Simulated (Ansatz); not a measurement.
## Si16O31 (charge +1): field-gradient calculation (part 3 of 3)

Continued. System: Si16O31 (defect cell, 47 atoms in the cell, total charge +1). Method: DFT, PBE, plane-wave PAW, default files, scalar-relativistic, spin-polarised (Ansatz 0.2.0); cutoff 420 eV, 2×2×2 k-mesh, Fermi–Dirac smearing of 0.01 eV, collinear spins. The structure derives from an entry of the Crystallography Open Database. It belongs to a series of runs on one base structure; here: O vacancy, charge +1, host positions.

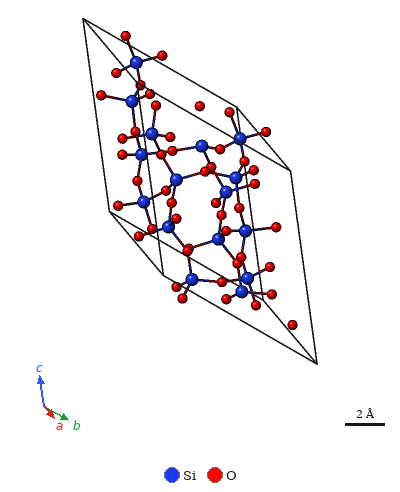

*The structure as given in the input (ball-and-stick view of the reduced cell, seen slightly off an axis; bonded neighbours outside the cell are drawn too).*

**Output, continued**
```
  k-point 2 ↑: bands = ["-19.0193", "-18.9568", "-18.5708", "-18.4970", "-18.4323", "-18.1903", "-18.1123", "-17.9907", "-17.8682", "-17.7424", "-17.6420", "-17.5132", "-17.4874", "-17.4511", "-17.2868", "-17.1823", "-17.1101", "-17.0056", "-16.8193", "-16.7974", "-16.7558", "-16.6540", "-16.6011", "-16.5357", "-16.5135", "-16.4699", "-16.4536", "-16.4087", "-16.2722", "-16.1847", "-16.1707", "-8.7422", "-8.6572", "-8.2431", "-7.8238", "-7.7399", "-7.5042", "-7.4781", "-7.3697", "-6.4712",
      "-6.4330", "-6.1722", "-6.1327", "-6.0382", "-5.9240", "-5.4992", "-5.4451", "-5.4021", "-5.0907", "-4.9982", "-4.9369", "-4.8668", "-4.7914", "-4.7714", "-4.6540", "-4.6174", "-4.5596", "-4.4580", "-4.4359", "-4.3762", "-4.3522", "-4.3014", "-3.6835", "-3.0752", "-2.7427", "-2.6526", "-2.4932", "-2.4676", "-2.2775", "-2.1805", "-2.1439", "-2.1026", "-2.0623", "-2.0032", "-1.9616", "-1.9446", "-1.8680", "-1.8546", "-1.7948", "-1.7612",
      "-1.7496", "-1.7228", "-1.6905", "-1.6464", "-1.5729", "-1.5318", "-1.4633", "-1.4150", "-1.2923", "-1.2468", "-1.2336", "-1.2081", "-1.1758", "-1.1389", "-1.0690", "-1.0580", "-1.0111", "-0.9525", "-0.9091", "-0.8860", "-0.7535", "-0.7283", "-0.7044", "-0.6389", "-0.5030", "-0.4597", "-0.3599", "-0.2426", "-0.2103", "-0.1503", "-0.0809", "-0.0787", "-0.0453", "-0.0117", "0.0267", "0.1189", "0.1988", "0.2870", "0.3345", "0.4454",
      "0.5244", "0.5815", "0.6103", "0.6399", "0.8647", "4.2445", "6.6582", "6.8282", "7.3169", "7.6812", "8.6221", "8.6910", "8.7885", "9.0091", "9.0907", "9.1049", "9.3531", "9.3919", "9.6287", "9.6836", "9.7634", "9.7910", "9.8285", "9.9270", "9.9422", "10.0572", "10.0917", "10.1638", "10.2303", "10.3347", "10.3806", "10.4291", "10.5024", "10.5836", "10.6298", "10.6907", "10.7633", "10.8086", "10.9642", "11.0836",
      "11.1695", "11.2268", "11.3360", "11.3838", "11.4303", "11.5861", "11.6590", "11.7540", "11.8181", "11.8960", "12.0173", "12.1007"]
  k-point 7 ↓: bands = ["-18.9882", "-18.8921", "-18.5190", "-18.4309", "-18.2377", "-18.1929", "-18.1446", "-18.0903", "-17.8239", "-17.7795", "-17.6878", "-17.5511", "-17.4489", "-17.2518", "-17.2238", "-17.1874", "-17.0010", "-16.9667", "-16.9300", "-16.7721", "-16.7327", "-16.6808", "-16.6354", "-16.5579", "-16.4960", "-16.4475", "-16.4024", "-16.3943", "-16.3026", "-16.2027", "-16.1573", "-8.9273", "-8.5767", "-7.8449", "-7.7537", "-7.5938", "-7.5346", "-7.5048", "-7.4834", "-6.5517",
      "-6.4096", "-6.3176", "-6.0786", "-6.0465", "-5.7566", "-5.3985", "-5.3737", "-5.3215", "-5.1694", "-5.1370", "-4.9228", "-4.7745", "-4.7702", "-4.6613", "-4.6372", "-4.6095", "-4.5655", "-4.5121", "-4.4609", "-4.4001", "-4.3236", "-4.2926", "-3.2621", "-2.9686", "-2.6710", "-2.5857", "-2.4517", "-2.4053", "-2.3448", "-2.2806", "-2.2413", "-2.1547", "-2.1390", "-2.0614", "-1.9312", "-1.8746", "-1.8340", "-1.8022", "-1.7744", "-1.7128",
      "-1.6987", "-1.6136", "-1.5726", "-1.5637", "-1.4916", "-1.4755", "-1.4292", "-1.3636", "-1.3456", "-1.2906", "-1.2535", "-1.2075", "-1.1885", "-1.1340", "-1.1204", "-1.0355", "-1.0193", "-0.9921", "-0.9454", "-0.9083", "-0.8105", "-0.7805", "-0.5733", "-0.4918", "-0.4566", "-0.4095", "-0.3138", "-0.2527", "-0.1855", "-0.1382", "-0.0779", "-0.0173", "-0.0005", "0.0646", "0.0990", "0.1644", "0.2185", "0.3612", "0.4128", "0.4937",
      "0.5852", "0.6243", "0.7414", "0.7622", "1.3781", "4.8239", "7.1122", "7.1743", "7.3693", "7.4187", "8.7910", "8.8183", "8.9350", "8.9901", "9.1248", "9.1779", "9.4887", "9.5917", "9.6300", "9.6711", "9.7501", "9.7929", "9.8442", "9.9311", "10.0421", "10.0562", "10.1427", "10.1983", "10.2929", "10.3815", "10.4009", "10.4672", "10.5285", "10.6179", "10.7517", "10.7867", "10.8589", "10.8993", "10.9723", "11.0502",
      "11.1198", "11.2245", "11.2395", "11.3058", "11.4482", "11.5054", "11.5480", "11.6217", "11.8107", "11.9508", "11.9768", "12.1175"]
--- Löwdin populations: 47 sites ---
  site symbol       q [e]    m [muB]
     0     Si      2.1606     0.0036
     1     Si      2.1667     0.0000
     2     Si      2.1672    -0.0000
     3     Si      2.4205     0.2786
     4     Si      2.1631    -0.0004
     5     Si      2.1659     0.0001
     6     Si      2.1592     0.0025
     7     Si      2.1675    -0.0000
     8     Si      2.1699     0.0011
     9     Si      2.1752    -0.0000
    10     Si      2.1749     0.0000
    11     Si      2.1658     0.0014
    12     Si      2.1747    -0.0000
    13     Si      2.1712     0.0041
    14     Si      2.4243     0.2605
    15     Si      2.1759    -0.0000
    16      O      6.7883     0.0145
    17      O      6.7993     0.0006
    18      O      6.7989     0.0001
    19      O      6.7483     0.0677
    20      O      6.7984     0.0006
    21      O      6.7966     0.0007
    22      O      6.7444     0.0552
    23      O      6.8004     0.0003
    24      O      6.7971     0.0009
    25      O      6.7846     0.0126
    26      O      6.7389     0.0601
    27      O      6.7952     0.0000
    28      O      6.7367     0.0561
    29      O      6.7965     0.0003
    30      O      6.7954     0.0005
    31      O      6.7939     0.0007
    32      O      6.7989     0.0003
    33      O      6.7927     0.0036
    34      O      6.7942     0.0034
    35      O      6.7963     0.0001
    36      O      6.7963     0.0011
    37      O      6.7976    -0.0000
    38      O      6.7989     0.0002
    39      O      6.8022     0.0009
    40      O      6.7849     0.0184
    41      O      6.7958     0.0007
    42      O      6.7949     0.0013
    43      O      6.7590     0.0518
    44      O      6.7996     0.0003
    45      O      6.7996     0.0004
    46      O      6.7622     0.0401
  spilling = 0.013702 (of n_electrons = 249.000000)
```

**File populations.tsv**
```
# site	symbol	l	j	q_up	q_dn
# orbitals = lowdin
# n_electrons = 249.000000
# spilling = 0.013702
0	Si	0_3S	-	0.335106	0.334171
0	Si	1_3P	-	0.746996	0.744345
1	Si	0_3S	-	0.334928	0.334922
1	Si	1_3P	-	0.748405	0.748405
2	Si	0_3S	-	0.334881	0.334883
2	Si	1_3P	-	0.748720	0.748724
3	Si	0_3S	-	0.464729	0.356946
3	Si	1_3P	-	0.884821	0.714029
4	Si	0_3S	-	0.334679	0.334857
4	Si	1_3P	-	0.746666	0.746856
5	Si	0_3S	-	0.334754	0.334725
5	Si	1_3P	-	0.748219	0.748174
6	Si	0_3S	-	0.334557	0.333855
6	Si	1_3P	-	0.746299	0.744536
7	Si	0_3S	-	0.335002	0.335003
7	Si	1_3P	-	0.748755	0.748777
8	Si	0_3S	-	0.339479	0.339252
8	Si	1_3P	-	0.746000	0.745161
9	Si	0_3S	-	0.339887	0.339885
9	Si	1_3P	-	0.747695	0.747730
10	Si	0_3S	-	0.339737	0.339713
10	Si	1_3P	-	0.747750	0.747734
11	Si	0_3S	-	0.339924	0.339730
11	Si	1_3P	-	0.743666	0.742485
12	Si	0_3S	-	0.339948	0.339957
12	Si	1_3P	-	0.747396	0.747412
13	Si	0_3S	-	0.340434	0.339137
13	Si	1_3P	-	0.747232	0.744391
14	Si	0_3S	-	0.462445	0.362166
14	Si	1_3P	-	0.879985	0.719731
15	Si	0_3S	-	0.339942	0.339941
15	Si	1_3P	-	0.747991	0.748000
16	O	0_2S	-	0.797737	0.796915
16	O	1_2P	-	2.603664	2.589940
17	O	0_2S	-	0.797359	0.797342
17	O	1_2P	-	2.602556	2.602008
18	O	0_2S	-	0.797359	0.797359
18	O	1_2P	-	2.602148	2.602067
19	O	0_2S	-	0.802698	0.798361
19	O	1_2P	-	2.605318	2.541912
20	O	0_2S	-	0.797202	0.797242
20	O	1_2P	-	2.602338	2.601665
21	O	0_2S	-	0.797069	0.797096
21	O	1_2P	-	2.601537	2.600855
22	O	0_2S	-	0.802418	0.798757
22	O	1_2P	-	2.597432	2.545844
23	O	0_2S	-	0.797327	0.797324
23	O	1_2P	-	2.603002	2.602714
24	O	0_2S	-	0.796614	0.796556
24	O	1_2P	-	2.602388	2.601533
25	O	0_2S	-	0.797089	0.796502
25	O	1_2P	-	2.601541	2.589484
26	O	0_2S	-	0.803203	0.801212
26	O	1_2P	-	2.596270	2.538199
27	O	0_2S	-	0.796600	0.796600
27	O	1_2P	-	2.601021	2.600991
28	O	0_2S	-	0.802990	0.800418
28	O	1_2P	-	2.593381	2.539874
29	O	0_2S	-	0.796588	0.796582
29	O	1_2P	-	2.601815	2.601489
30	O	0_2S	-	0.796044	0.796100
30	O	1_2P	-	2.601883	2.601338
31	O	0_2S	-	0.796282	0.796329
31	O	1_2P	-	2.601009	2.600266
32	O	0_2S	-	0.792989	0.792980
32	O	1_2P	-	2.606593	2.606321
33	O	0_2S	-	0.793196	0.793170
33	O	1_2P	-	2.604974	2.601356
34	O	0_2S	-	0.793235	0.793208
34	O	1_2P	-	2.605546	2.602211
35	O	0_2S	-	0.792970	0.793004
35	O	1_2P	-	2.605222	2.605066
36	O	0_2S	-	0.792719	0.792753
36	O	1_2P	-	2.605977	2.604860
37	O	0_2S	-	0.792823	0.792871
37	O	1_2P	-	2.605971	2.605958
38	O	0_2S	-	0.792590	0.792648
38	O	1_2P	-	2.606949	2.606736
39	O	0_2S	-	0.793246	0.793188
39	O	1_2P	-	2.608291	2.607438
40	O	0_2S	-	0.793943	0.793107
40	O	1_2P	-	2.607694	2.590131
41	O	0_2S	-	0.793546	0.793563
41	O	1_2P	-	2.604679	2.603975
42	O	0_2S	-	0.793484	0.793488
42	O	1_2P	-	2.604603	2.603275
43	O	0_2S	-	0.796753	0.790243
43	O	1_2P	-	2.608661	2.563322
44	O	0_2S	-	0.793264	0.793264
44	O	1_2P	-	2.606691	2.606396
45	O	0_2S	-	0.793264	0.793262
45	O	1_2P	-	2.606726	2.606303
46	O	0_2S	-	0.795280	0.789689
46	O	1_2P	-	2.605836	2.571375
```

**File rho_z.tsv**
```
# z_ang	rho[e/angstrom^3]	rho_spin[e/angstrom^3]
# format = ansatz-planar-average/11
# lattice	0.000000000	7.220000000	7.300000000
# lattice	7.090000000	0.000000000	7.300000000
# lattice	7.090000000	7.220000000	0.000000000
# sites	47
# site	14	3.367750000	3.415060000	3.416400000
# site	14	10.457750000	10.635060000	10.716400000
# site	14	7.267250000	11.024940000	7.066400000
# site	14	7.267250000	3.804940000	7.066400000
# site	14	10.812250000	7.025060000	7.533600000
# site	14	3.722250000	7.025060000	7.533600000
# site	14	6.912750000	7.414940000	11.183600000
# site	14	6.912750000	7.414940000	3.883600000
# site	14	5.161520000	5.350020000	5.358200000
# site	14	12.251520000	12.570020000	12.658200000
# site	14	5.473480000	9.089980000	9.008200000
# site	14	12.563480000	9.089980000	9.008200000
# site	14	9.018480000	8.960020000	5.591800000
# site	14	9.018480000	8.960020000	12.891800000
# site	14	8.706520000	5.479980000	9.241800000
# site	14	8.706520000	12.699980000	9.241800000
# site	8	4.261090000	4.512500000	4.365400000
# site	8	11.351090000	11.732500000	11.665400000
# site	8	6.373910000	9.927500000	8.015400000
# site	8	6.373910000	2.707500000	8.015400000
# site	8	9.918910000	8.122500000	6.584600000
# site	8	2.828910000	8.122500000	6.584600000
# site	8	7.806090000	6.317500000	10.234600000
# site	8	7.806090000	6.317500000	2.934600000
# site	8	7.749370000	8.050300000	5.029700000
# site	8	7.749370000	8.050300000	12.329700000
# site	8	9.975630000	6.389700000	8.679700000
# site	8	2.885630000	6.389700000	8.679700000
# site	8	6.430630000	4.440300000	5.920300000
# site	8	6.430630000	11.660300000	5.920300000
# site	8	4.204370000	2.779700000	2.270300000
# site	8	11.294370000	9.999700000	9.570300000
# site	8	7.827360000	12.165700000	8.000800000
# site	8	2.807640000	2.274300000	4.350800000
# site	8	9.897640000	9.494300000	11.650800000
# site	8	6.352640000	8.555700000	10.249200000
# site	8	6.352640000	8.555700000	2.949200000
# site	8	4.282360000	5.884300000	6.599200000
# site	8	11.372360000	5.884300000	6.599200000
# site	8	4.892100000	7.797600000	8.241700000
# site	8	11.982100000	7.797600000	8.241700000
# site	8	5.742900000	6.642400000	4.591700000
# site	8	5.742900000	6.642400000	11.891700000
# site	8	2.197900000	4.187600000	2.708300000
# site	8	9.287900000	11.407600000	10.008300000
# site	8	8.437100000	10.252400000	6.358300000
# site	8	8.437100000	3.032400000	6.358300000
0.000000	1.647097e-1	1.538958e-4
0.140543	2.040989e-1	2.157209e-4
0.281087	2.467942e-1	3.128527e-4
0.421630	2.828605e-1	4.517578e-4
0.562173	3.023912e-1	6.205717e-4
0.702716	2.997357e-1	7.985704e-4
0.843260	2.761578e-1	9.433791e-4
0.983803	2.386395e-1	9.836149e-4
1.124346	1.973655e-1	8.750376e-4
1.264889	1.616130e-1	6.535710e-4
1.405433	1.361924e-1	4.115588e-4
1.545976	1.228486e-1	2.398810e-4
1.686519	1.230012e-1	1.896471e-4
1.827063	1.387548e-1	2.789276e-4
1.967606	1.737937e-1	5.270569e-4
2.108149	2.309996e-1	9.658296e-4
2.248692	3.072320e-1	1.636629e-3
2.389236	3.937781e-1	2.558756e-3
2.529779	4.823874e-1	3.644103e-3
2.670322	5.674059e-1	4.687214e-3
2.810865	6.422020e-1	5.495117e-3
2.951409	6.978796e-1	6.001130e-3
3.091952	7.274842e-1	6.271802e-3
3.232495	7.283874e-1	6.451261e-3
3.373039	6.992853e-1	6.642536e-3
3.513582	6.396127e-1	6.753679e-3
3.654125	5.543920e-1	6.517584e-3
3.794668	4.557574e-1	5.783961e-3
3.935212	3.577186e-1	4.721823e-3
4.075755	2.712534e-1	3.632393e-3
4.216298	2.031586e-1	2.687040e-3
4.356841	1.559895e-1	1.920428e-3
4.497385	1.284563e-1	1.329390e-3
4.637928	1.171899e-1	9.037682e-4
4.778471	1.194990e-1	6.315808e-4
4.919015	1.351575e-1	5.077813e-4
5.059558	1.643974e-1	5.237188e-4
5.200101	2.040372e-1	6.515343e-4
5.340644	2.467331e-1	8.358928e-4
5.481188	2.826991e-1	9.804235e-4
5.621731	3.021898e-1	9.804437e-4
5.762274	2.996019e-1	8.216003e-4
5.902817	2.760901e-1	5.966263e-4
6.043361	2.385635e-1	3.965067e-4
6.183904	1.972267e-1	2.493898e-4
6.324447	1.614155e-1	1.521607e-4
6.464991	1.360044e-1	9.313595e-5
6.605534	1.227839e-1	5.706792e-5
6.746077	1.232087e-1	3.516975e-5
6.886620	1.393808e-1	2.434078e-5
7.027164	1.749788e-1	2.283595e-5
7.167707	2.329686e-1	3.099305e-5
7.308250	3.104483e-1	4.953536e-5
7.448793	3.991830e-1	7.785814e-5
7.589337	4.914644e-1	1.172001e-4
7.729880	5.821139e-1	1.696370e-4
7.870423	6.653425e-1	2.163589e-4
8.010966	7.330760e-1	2.109165e-4
8.151510	7.773273e-1	1.473034e-4
8.292053	7.920621e-1	1.074418e-4
8.432596	7.723534e-1	1.543783e-4
8.573140	7.156960e-1	2.284338e-4
8.713683	6.265823e-1	2.397576e-4
8.854226	5.176513e-1	1.880685e-4
8.994769	4.052140e-1	1.249365e-4
9.135313	3.041125e-1	7.799862e-5
9.275856	2.243014e-1	4.955297e-5
9.416399	1.690637e-1	3.792760e-5
9.556942	1.362291e-1	4.137780e-5
9.697486	1.215364e-1	5.626964e-5
9.838029	1.217289e-1	7.953063e-5
9.978572	1.361344e-1	1.113267e-4
```

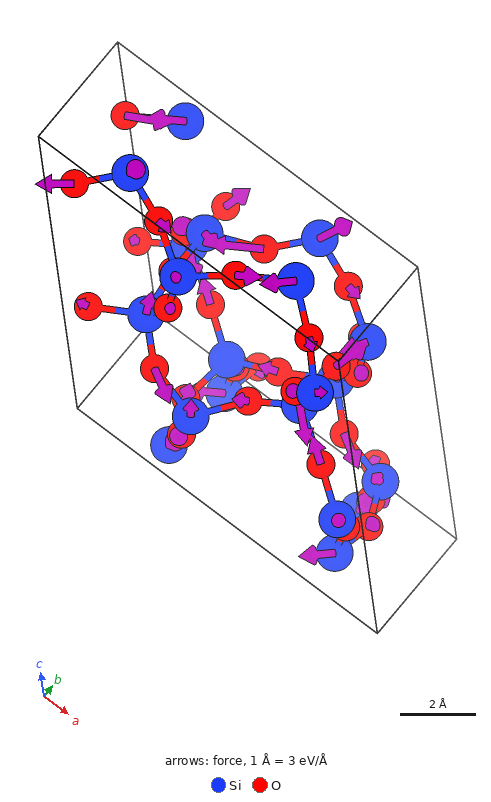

*Forces on the atoms as pink arrows (ball-and-stick view of the reduced cell, seen slightly off an axis).*

The largest act on O27 (4.59 eV/Å); Si5 (4.49 eV/Å); O20 (4.13 eV/Å); O32 (3.82 eV/Å), among others. Atoms are counted from 1 in the order of the input and aren't labelled in the picture. The geometry is not a stationary point of this energy.

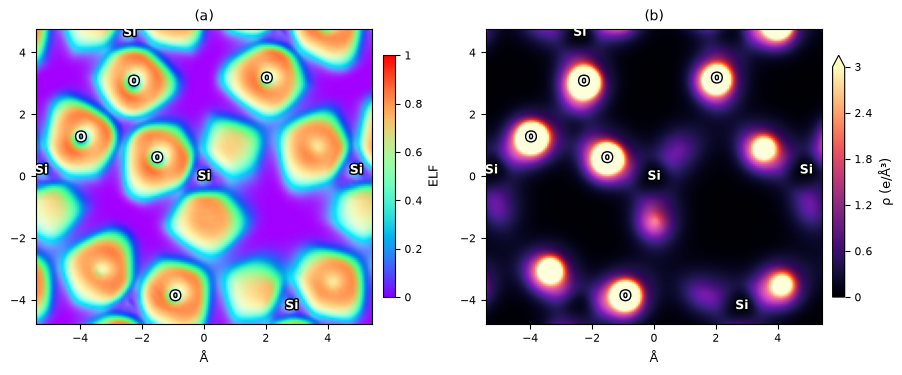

*(a) ELF; (b) valence charge density (pseudo) on the (111) plane of the calculation cell.*

The plane passes through Si and O nuclei. The density dies away to nearly zero in the voids. The fields are those of the smooth PAW valence density.

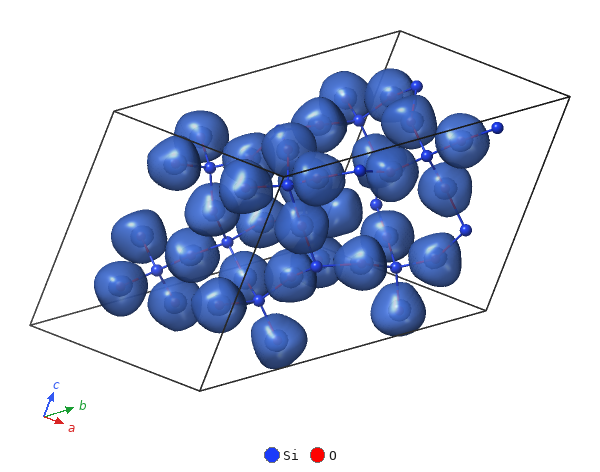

*Isosurface of the electron localisation function at 0.7 (blue), seen at an oblique angle. Core shells and regions of very low density are left out. Sticks mark near contacts. The outline is the calculation cell.*

Values along the shortest contacts: Si–O (1.55 Å): the ELF peaks at about 0.85 between the atoms, which marks a polar covalent bond.
